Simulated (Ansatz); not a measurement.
**A series of single points on Cd$_{2}$S**

System: Cd$_{2}$S (3 atoms in the cell).
Method: Kohn-Sham DFT of a periodic cell, r2SCAN, Ansatz PAW, no spin polarisation (Ansatz 0.2.0).

The 5 runs differ only in the geometry, by an even scaling of the cell at fixed fractional positions. The structure derives from a Materials Project entry.

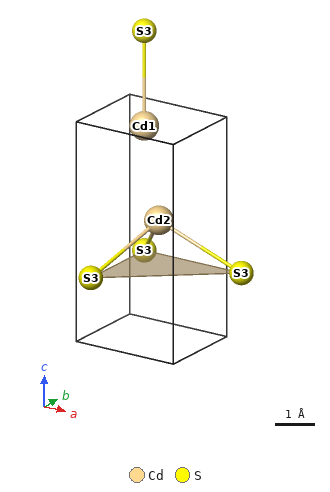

Figure 1. The structure of run 3 (polyhedral view of the cell of the calculation, seen slightly off an axis; polyhedra are completed across the faces of the cell; atoms are numbered from 1 in the order of the input).

### Input of run 3
```yaml
crystal:
  lattice:
    - [3.962670049, 0.0, 0.0]
    - [-1.9813350245, 3.4317729293, 0.0]
    - [0.0, 0.0, 5.809192]
  atoms:
    - { symbol: Cd, position: [0.3333333333, 0.6666666667, 0.932717] }
    - { symbol: Cd, position: [0.6666666667, 0.3333333333, 0.578735] }
    - { symbol: S, position: [0.3333333333, 0.6666666667, 0.365705] }
hamiltonian:
  xc: r2scan
  pseudopotentials: { kind: paw }
kpoints:
  mp_grid: { grid: [8, 8, 5] }
scf:
  occupations: { method: fermi_dirac, width: 0.05 }
output:
  forces: true
  stress: true
  eigenvalues: true
```

Command:
```bash
ansatz run input.yaml --threads 2 --pin off --max-ram 5632MiB --backend cpu --events-out ev --progress --plain --runs-dir out
```

Run 2 differs from it as follows:
```diff
-    - [3.962670049, 0.0, 0.0]
-    - [-1.9813350245, 3.4317729293, 0.0]
-    - [0.0, 0.0, 5.809192]
+    - [3.9360741467, 0.0, 0.0]
+    - [-1.9680370733, 3.4087402022, 0.0]
+    - [0.0, 0.0, 5.7702029595]
```

### Results, with one run withheld

| run | volume per atom (Å³) | free energy per atom, from the lowest run given (meV) | pressure (GPa) | gap on the mesh (eV) |
| --- | --- | --- | --- | --- |
| 1 | 25.280 | 0.00 | 0.19 | 0.29 |
| 2 | 25.806 | ? | ? | ? |
| 3 | 26.333 | 5.26 | −1.71 | 0.29 |
| 4 | 27.386 | 21.63 | −3.21 | 0.31 |
| 5 | 27.913 | 33.22 | −3.83 | 0.32 |

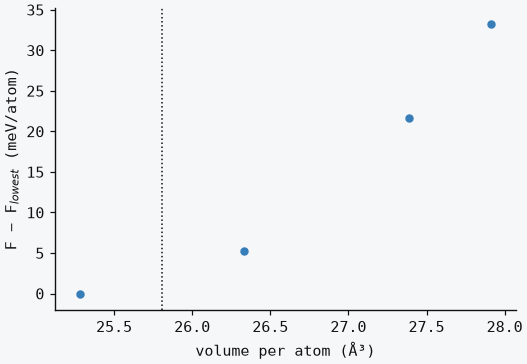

Figure 2. Free energy per atom of the runs given; the dotted line marks run 2.

Fit the runs given and predict run 2.

A quadratic polynomial in V^(−2/3) (the Birch–Murnaghan form), fitted to the 4 runs given, misses them by at most 0.04 meV per atom. With x = V^(−2/3) − 0.11195 Å⁻², it reads F = 9.7886 − 5042.8 x + 6.465e+05 x² (meV per atom). At run 2 it gives 1.11 meV per atom, and the run itself gives 1.07. The slope of the fit gives a pressure −dF/dV of −0.82 GPa there, and the run prints −0.82 GPa. The fit has its minimum at 25.360 Å³ per atom, where V d²F/dV² gives 48.7 GPa. Cell shape and fractional positions are held, so this is the stiffness under even scaling; the relaxed bulk modulus wasn't computed and can be far lower in a crystal of layers, chains or molecules like this one.

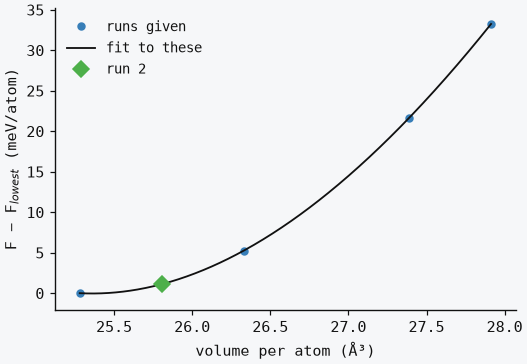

Figure 3. The fit and the withheld run.

### Output, shortened to warnings, some set-up lines, iterations and results (run 2)
```
Basis set: ecut = 500 eV, 1971 PW (Γ), exchange–correlation on 120×120×180 points (64 copies of the dense FFT grid, shifted against one another)
Symmetry: 6 space group operations
k-points: 40 of 320 (time reversal used)
Initial density: superposition of atomic densities (neutral atoms: chi_scale 0, normalization atom), corrected by the library's trained network
[...]
SCF iter   1: F=—  HF=-17443.043685 eV  |F-HF|=—  |Δ(HF+E_count)|=         —  Δρ=6.52e-3  dr2=3.16e-2  dr2_τ=2.04e-2  ethr=1.77e-3  ⟨swp⟩=6.4  Hψ=4726  notcnv=0
SCF iter   2: F=—  HF=-17443.057536 eV  |F-HF|=—  |Δ(HF+E_count)|=   1.39e-2  Δρ=3.84e-3  dr2=1.04e-2  dr2_τ=7.64e-4  ethr=6.87e-5  ⟨swp⟩=2.2  Hψ=1836  notcnv=0  defer=25
SCF iter   3: F=—  HF=-17443.057987 eV  |F-HF|=—  |Δ(HF+E_count)|=   4.52e-4  Δρ=6.63e-4  dr2=6.11e-4  dr2_τ=2.58e-5  ethr=2.27e-5  ⟨swp⟩=2.0  Hψ=1404  notcnv=0  defer=25
SCF iter   4: F=—  HF=-17443.058097 eV  |F-HF|=—  |Δ(HF+E_count)|=   1.10e-4  Δρ=2.70e-4  dr2=7.25e-5  dr2_τ=1.64e-6  ethr=1.33e-6  ⟨swp⟩=2.3  Hψ=1643  notcnv=0  defer=25
SCF iter   5: F=—  HF=-17443.058119 eV  |F-HF|=—  |Δ(HF+E_count)|=   2.13e-5  Δρ=9.79e-5  dr2=6.42e-6  dr2_τ=4.31e-7  ethr=1.58e-7  ⟨swp⟩=2.0  Hψ=1694  notcnv=0  defer=25
SCF iter   6: F=—  HF=-17443.058119 eV  |F-HF|=—  |Δ(HF+E_count)|=   8.79e-7  Δρ=1.95e-5  dr2=3.23e-7  dr2_τ=1.82e-8  ethr=1.40e-8  ⟨swp⟩=2.1  Hψ=1798  notcnv=0  defer=25
SCF iter   7: F=-17443.058120 eV  HF=-17443.058120 eV  |F-HF|=1.54e-8  |Δ(HF+E_count)|=   3.36e-7  Δρ=4.50e-6  dr2=1.74e-8  dr2_τ=8.38e-10  ethr=2.17e-10  ⟨swp⟩=7.5  Hψ=4841  …
SCF 1 converged in 7 iterations: F = -17443.058120 eV  dr2 = 1.74e-8
SCF converged after 7 iterations
Free energy (F): -17443.058120 eV
Harris-Foulkes:  -17443.058120 eV  (|F-HF|=1.54e-8)
Internal energy: -17443.057036 eV  (E = F + TS)
E sigma→0 (E₀):  -17443.057578 eV
Entropy (-TS):   -0.001084 eV (-0.361 meV/atom)
Fermi energy:    8.437935 eV
--- Per-component energies (eV) ---
  E_band       = -1040.418696
  E_kinetic    = 1116.364921
  E_local      = -7727.370299  (includes V_loc(G=0)·N_el)
  E_nonlocal   = 96.115951
  E_hartree    = 3573.384869
  E_xc         = -427.749332
  E_vxc        = -585.774175  (∫ρ·V_xc dr)
  E_paw        = -8820.576776  (= ΣΔE_a)
  E_vpaw       = -1125.888614  (= ΣTr[D̂ρ^β])
  E_aug_tail   = 0.000012  (compensation charges beyond the density's cutoff)
  E_vtau       = 39.361918  (kinetic-family band-sum trace: ∫τ·v_τ [+ j·A + Jᵃ·Aᵃ] dr)
  E_ewald      = -5251.987073
  E_core_change = -1.239308  (= ΣΔE_core)
  E_smearing   = -0.001084  (= −TS)
  E_closure    = 0.000000  (closes the sum)
  Σ components = -17443.058120   (vs F -17443.058120, Δ=0.00e0)
--- Forces (eV/Å), atoms counted from 1 ---
  atom   1  Cd    -0.00000000    -0.00000000    -0.01593848
  atom   2  Cd    -0.00000000    -0.00000000     0.04722978
  atom   3  S      0.00000000     0.00000000    -0.03120132
  max |Σ_I F_I| component: 9.00e-5 eV/Å
--- Stress (GPa, compression-positive) ---
       -0.919725      -0.000000      -0.000000
       -0.000000      -0.919725      -0.000000
       -0.000000      -0.000000      -0.619036
  P = ⅓ Tr σ = -0.8195 GPa (-8.195 kbar)
```
